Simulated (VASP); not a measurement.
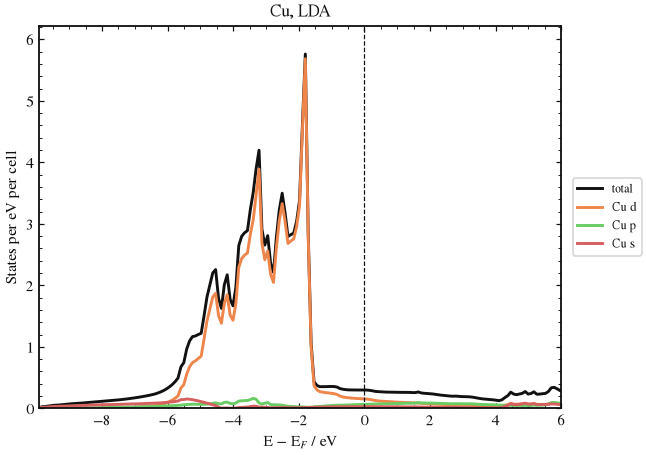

Density of states. Energies are counted from the Fermi level. The partial curves are projected inside the PAW spheres; the rest of the total lies in parts that aren't drawn and between the spheres.

System: fcc Cu, space group Fm-3m (No. 225), 1 atom in the primitive cell; cubic a = 3.524 Å.

VASP 6.6.1; LDA, VASP PAW LDA potentials, release 64 (Cu), no spin polarisation, no spin-orbit coupling, 10×10×10 k mesh in the self-consistent step, 350 eV cutoff, Gaussian smearing of 0.1 eV.

**Metal or insulator, and how many states lie at the Fermi level?**

It is a metal. The density of states at the Fermi level is about 0.3 per eV and cell (mean within 0.25 eV).

**Where is the tallest peak in the window, and which states make it?**

The tallest peak in the window is at −1.8 eV; by projected weight it is Cu d almost alone (inside the spheres).

**Which states dominate at the Fermi level?**

By projected weight, the states within 0.3 eV of the Fermi level are Cu d (62 %) and Cu p (27 %).

The density of states was taken on a 15×15×15 mesh with the tetrahedron method. The k mesh is thin for a metal, so its Fermi level is uncertain. The cell was derived from a database entry in an earlier step, so it needn't be the measured one.
